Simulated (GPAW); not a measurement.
GaN (P6_3mc): refractive index against wavelength

The refractive index of GaN (P6_3mc) along x below the direct gap (1.94 eV on the mesh) is read from one computed spectrum, n = √(Re ε). x, y and z are the Cartesian axes of the input cell.

It takes space group P6_3mc (No. 186, hexagonal). Conventional cell: a = 3.180 Å, b = 3.180 Å, c = 5.166 Å, α = 90.00°, β = 90.00°, γ = 120.00°. Ga on site b has 4 N at 1.94 to 1.95 Å as nearest neighbours. N on site b has 4 Ga at 1.94 to 1.95 Å as nearest neighbours.

Method: GPAW 26.7.0, PBE, RPA, k-mesh 11×11×6, local fields up to 60 eV, Lorentzian half width 0.15 eV.

Launch of the response step: `OMP_NUM_THREADS=1 python df.py`. The run took 66 s, its band step included, on 1 thread of Arm Neoverse V2 (shared host).

```
wavelength (nm)  photon energy E (eV)       n
           3000                 0.413  2.3574
           2000                 0.620  2.3648
           1550                 0.800  2.3740
           1310                 0.946       ?
           1064                 1.165  2.4035
```

In the single-oscillator model n² − 1 = E₀E_d/(E₀² − E²), so 1/(n² − 1) = E₀/E_d − E²/(E₀E_d) is linear in E².

Working, on the rows shown:

| x = E² (eV²) | y = 1/(n² − 1) |
| --- | --- |
| 0.170801 | 0.219426 |
| 0.384302 | 0.217757 |
| 0.639837 | 0.215709 |
| 1.35784 | 0.209345 |

Means: x̄ = 0.6382, ȳ = 0.21556. Σ(x − x̄)(y − ȳ) = -0.006838, Σ(x − x̄)² = 0.8008. Slope = -0.006838 / 0.8008 = -0.008538; intercept = ȳ − slope · x̄ = 0.22101. Turned back into n, the line misses the rows shown by at most 0.00074.

Problem. Predict the last column of the withheld row from the fit.

Solution. At x = 0.89576 the line gives y = 0.21336, that is 2.3847. The run gave 2.3839, so the interpolation is off by 0.00082, 1.8 % of the range in the table.

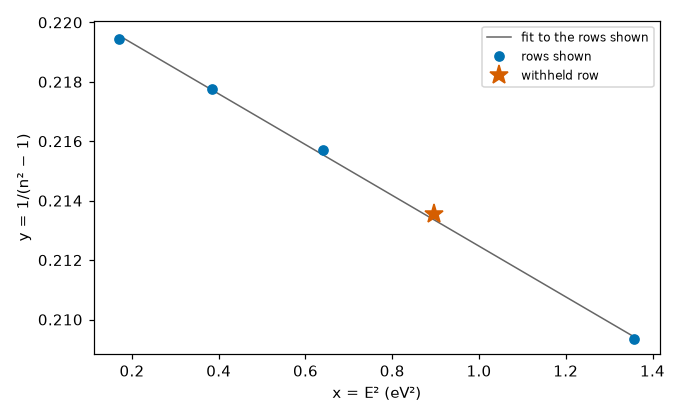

Refitted with all rows, the slope is -0.008495 and the intercept 0.22101. These give E₀ = √(intercept/−slope) = 5.10 eV and E_d = E₀/intercept = 23.1 eV; E₀ is 2.6 times the direct gap. The electronic limit at long wavelengths, without lattice vibrations, is n = √(1 + 1/intercept) = 2.350. The cell comes from an older database entry, whose edges can be off by a per cent or so. Excitons are left out; PBE gaps are as a rule too small. The values come from a sum over the points of one k-mesh and carry its error, which grows as the direct gap shrinks. Spin-orbit coupling is left out.

[Logs are printed without paths, hosts, clocks, repeated set-up lines and the standing remarks that a program may print on its own settings, such as how far it seeks lower states.]
